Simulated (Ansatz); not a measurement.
This input was run:

```yaml
crystal:
  lattice:
    - [0.0, 2.7218511865, 2.7218511865]
    - [2.7218511865, 0.0, 2.7218511865]
    - [2.7218511865, 2.7218511865, 0.0]
  atoms:
    - { symbol: Si, position: [0.5, 0.5, 0.5] }
    - { symbol: Si, position: [0.75, 0.75, 0.75] }
hamiltonian:
  xc: pbesol
  pseudopotentials: { kind: paw }
kpoints:
  mp_grid: { grid: [8, 8, 8] }
  band_path:
    path:
      - [[0.0, 0.0, 0.0], [0.5, 0.0, 0.5], [0.5, 0.25, 0.75], [0.375, 0.375, 0.75], [0.0, 0.0, 0.0], [0.5, 0.5, 0.5], [0.625, 0.25, 0.625], [0.5, 0.25, 0.75], [0.5, 0.5, 0.5], [0.375, 0.375, 0.75]]
      - [[0.625, 0.25, 0.625], [0.5, 0.0, 0.5]]
    npoints: 14
scf:
  occupations: { method: fermi_dirac, width: 0.05 }
  n_extra_bands: 6
output:
  forces: true
  stress: true
  eigenvalues: true
  fatbands: false
  write_density: true
  write_potential: true
  elf: true
  volumetric_format: npy
```

System: diamond-type Si, space group Fd-3m, 2 atoms in the primitive cell.

Level of theory: PBEsol, Ansatz PAW, no spin polarisation, no spin-orbit coupling, 8×8×8 k mesh, 420 eV cutoff, Fermi-Dirac smearing of 0.05 eV; code Ansatz 0.2.0.

What will the band structure look like? The path is Γ–X–W–K–Γ–L–U–W–L–K|U–X.

A semiconductor. The gap along this path is 0.47 eV and indirect, from the valence-band top at Γ to the conduction-band bottom between Γ and X; the smallest direct gap is 2.52 eV, at Γ. Three bands meet at the valence-band top at Γ: it is triply degenerate (spin aside). The top valence band spans 3.9 eV and the lowest conduction band 3.7 eV. The direct gaps are 3.53 eV at U, 8.05 eV at W and 2.63 eV at L.

The PAW data sets were made with another functional. LDA, GGA and most meta-GGA functionals understate gaps.

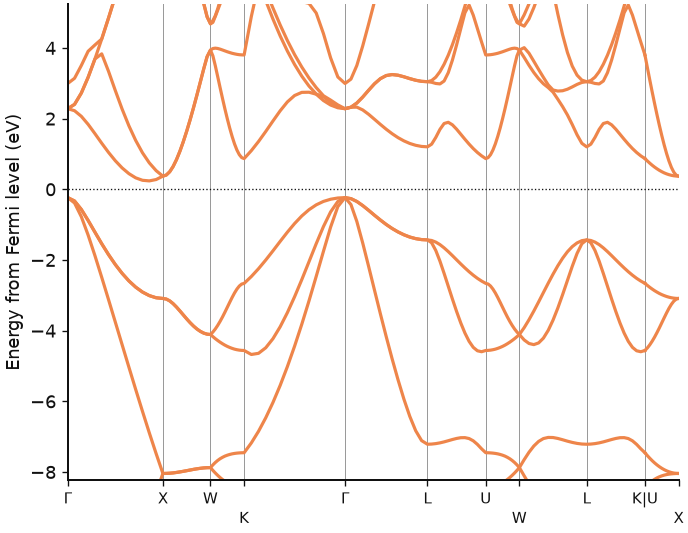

Band structure. Energies are counted from the Fermi level.
